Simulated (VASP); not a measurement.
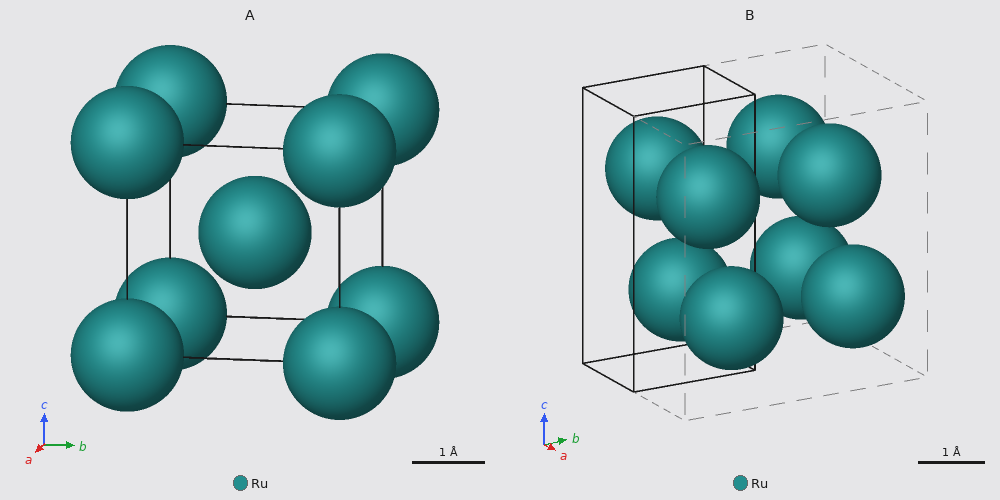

Two structures of Ru, each relaxed (cell and atoms) at zero pressure; conventional cells in solid outline, small ones repeated, each panel with its own scale. Alike in all runs: VASP 6.6.1; functional PBEsol; VASP's PAW PBE potentials, release 64 (Ru); cutoff 580 eV; occupations gaussian, width 0.1 eV; no spin polarisation; no spin-orbit coupling. The k meshes have like spacings.

Give the type and space group of each panel.

Answer. A: body-centred cubic (W type), Im-3m; B: hexagonal close-packed (Mg type), P6₃/mmc.

Rank them by energy, lowest first.

Answer. B, then A (+666 meV/atom), static energies at zero smearing.

Collect the results in a table.

Answer.
| panel | space group | E − E(lowest) (meV/atom) | volume (Å³/atom) |
| --- | --- | --- | --- |
| B | P6₃/mmc | 0 | 13.2 |
| A | Im-3m | 666 | 13.7 |

The starts are database entries or structure types tried for this composition, and the most stable form need not be among them.
